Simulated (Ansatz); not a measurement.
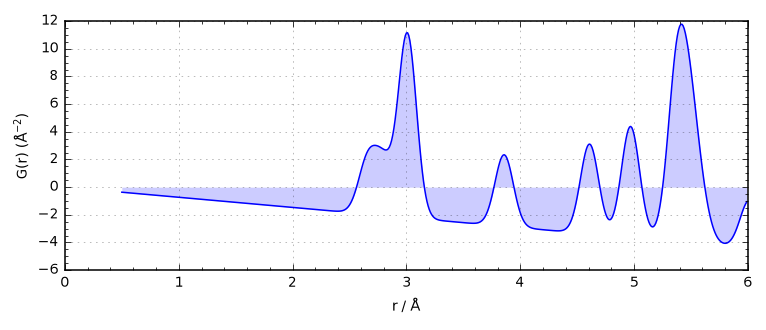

Computed neutron G(r), with each pair weighted by the product of the tabulated coherent neutron scattering lengths (natural isotope mix where the element has one) and a uniform peak width σ = 0.08 Å. No termination ripples are included.

Candidate structures:

A. 
Space group Im-3m (No. 229). a = 3.296 Å, b = 3.296 Å, c = 3.296 Å, α = 90.00°, β = 90.00°, γ = 90.00°
```tsv
atom	site	symmetry	x	y	z
Ti	2a	m-3m	0.0000	0.0000	0.0000
```

B. 
```cif
data_structure
_symmetry_space_group_name_H-M 'P6_3/mmc'
_symmetry_Int_Tables_number 194
_cell_length_a 2.9359
_cell_length_b 2.9359
_cell_length_c 4.6416
_cell_angle_alpha 90.000
_cell_angle_beta 90.000
_cell_angle_gamma 120.000
_cell_volume 34.65
loop_
_atom_site_label
_atom_site_type_symbol
_atom_site_symmetry_multiplicity
_atom_site_Wyckoff_symbol
_atom_site_fract_x
_atom_site_fract_y
_atom_site_fract_z
_atom_site_occupancy
Ti1 Ti 2 c 0.33333 0.66667 0.25000 1
```

C. 
```xyz
3
Lattice="4.6051 0.0000 0.0000 -2.3026 3.9881 0.0000 0.0000 0.0000 2.8012" Properties=species:S:1:pos:R:3 pbc="T T T"
Ti    0.0000    0.0000    0.0000
Ti    0.0000    2.6588    1.4006
Ti    2.3026    1.3294    1.4006
```

D. 
Space group Fd-3m:1 (No. 227). a = 6.118 Å, b = 6.118 Å, c = 6.118 Å, α = 90.00°, β = 90.00°, γ = 90.00°
| atom | site | symmetry | x | y | z |
| --- | --- | --- | --- | --- | --- |
| Ti | 8b | -43m | 0.2500 | 0.2500 | 0.7500 |

Origins: A, the geometry relaxed with DFT, r2SCAN, plane waves (500 eV) with PAW, scalar-relativistic in Ansatz 0.2.0; the starting structure was generated, so it need not be a known form of this composition; B, the input geometry of an electronic-structure calculation (not necessarily at equilibrium); C, the geometry relaxed with DFT, r2SCAN, plane waves (500 eV) with PAW, scalar-relativistic (Ansatz 0.2.0); the starting structure was generated, so it need not be a known form of this composition; D, the geometry relaxed with Ansatz, DFT, r2SCAN, plane waves (500 eV) with PAW, scalar-relativistic; the starting structure was generated, so it need not be a known form of this composition.

Which candidate gives this PDF?

Answer. Candidate C, Ti, P6/mmm (first clear peaks at 2.73 Å (Ti–Ti) and 3.01 Å (Ti–Ti)). The others: A would give first clear peaks at 2.85 Å (Ti–Ti) and 3.30 Å (Ti–Ti); B would give first clear peaks at 2.90 Å (Ti–Ti) and 4.11 Å (Ti–Ti); D would give first clear peaks at 2.65 Å (Ti–Ti) and 4.33 Å (Ti–Ti).
